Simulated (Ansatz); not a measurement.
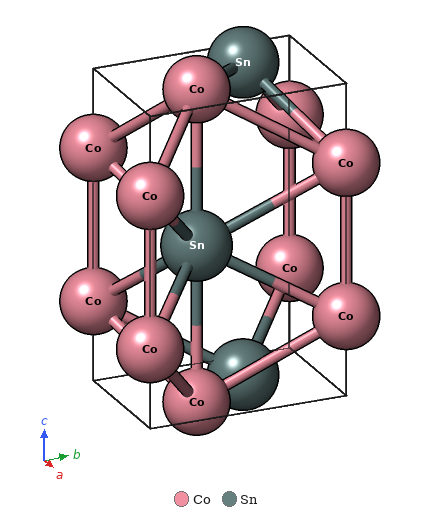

Ball-and-stick drawing of the structure, looking slightly off an axis. The conventional unit cell is outlined; an atom on or near a face, edge or corner is repeated at each equivalent position. Cell: a = 4.23 Å, b = 4.23 Å, c = 5.07 Å, α = 90.00°, β = 90.00°, γ = 120.00°.

Its origin is a structure listed in the Materials Project. Earlier steps of the study may have refined or changed the cell and positions. Ansatz was used for an electronic-structure calculation on it.

Question: What is this?

Answer: It has the composition Co3Sn2. Space group P-6m2 (No. 187), lattice primitive hexagonal. Cell content 3 Co, 2 Sn; Z = 1. The numbers of neighbours within bonding distance are Co 11 and Sn 8 to 9 (mean 8.5).

Method used: DFT PBEsol, scalar-relativistic, plane waves, PAW (Ansatz). It ran with E_cut = 420 eV, k-grid 12×12×8, Gaussian smearing of 0.1 eV, collinear spins.

Question: Which atoms carry magnetic moments in this run, and how do they order?

Answer: The state reached is ferromagnetic. Sizes: Co 0.5 to 1.2 μB; net moment 2.6 μB in the run's cell of 5 atoms.

Question: What is the band gap, if any?

Answer: A metal: bands cross the Fermi level.

Question: List the Bader charges.

Answer: Co -0.38 to -0.16 e; Sn +0.35 e.

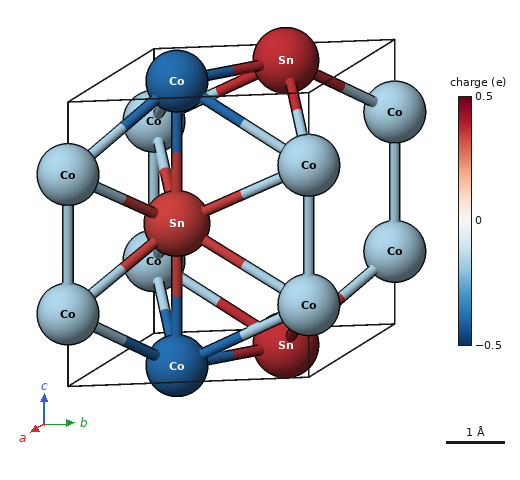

The atoms coloured by those charges. The run's cell of 5 atoms is drawn.

Question: Is the structure relaxed at this level of theory?

Answer: No. The largest force is 0.05 eV/Å, on Co. The pressure is -6.4 GPa, so the cell would contract.
